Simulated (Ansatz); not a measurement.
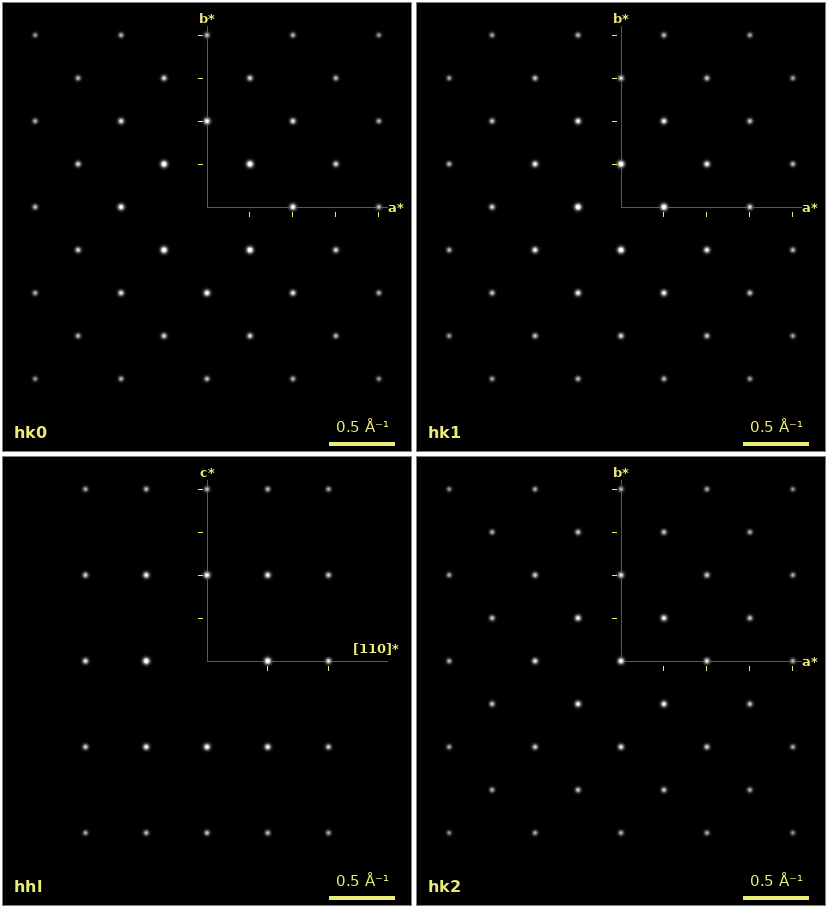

Simulated precession-type sections (X-rays; kinematic intensities, B = 0.5 Å²). The ticks mark integer indices of the conventional cell.

The compound is V. Structure: coordinates from a relaxation with DFT r2SCAN, scalar-relativistic, plane waves, PAW in Ansatz 0.2.0; the starting structure was generated, so it need not be a known form of this composition.

Read the reciprocal cell and give the direct cell.

Answer. a* = 0.335, b* = 0.335, c* = 0.335 Å⁻¹; the cell is cubic with a = 2.98 Å.

List the systematic absences.

Answer. Reflections are present only under these conditions. hkl: h + k + l = 2n; hk0: h + k = 2n; hhl: l = 2n; h00: h = 2n. The lattice is body-centred (I).

Which space groups fit?

Answer. The intensities have Laue symmetry m-3m (the hk0 layer shows 4mm, hk1 shows 4mm). With these conditions the candidates are I432 (No. 211), I-43m (No. 217), Im-3m (No. 229). Diffraction geometry alone does not choose among them; the structure has Im-3m.
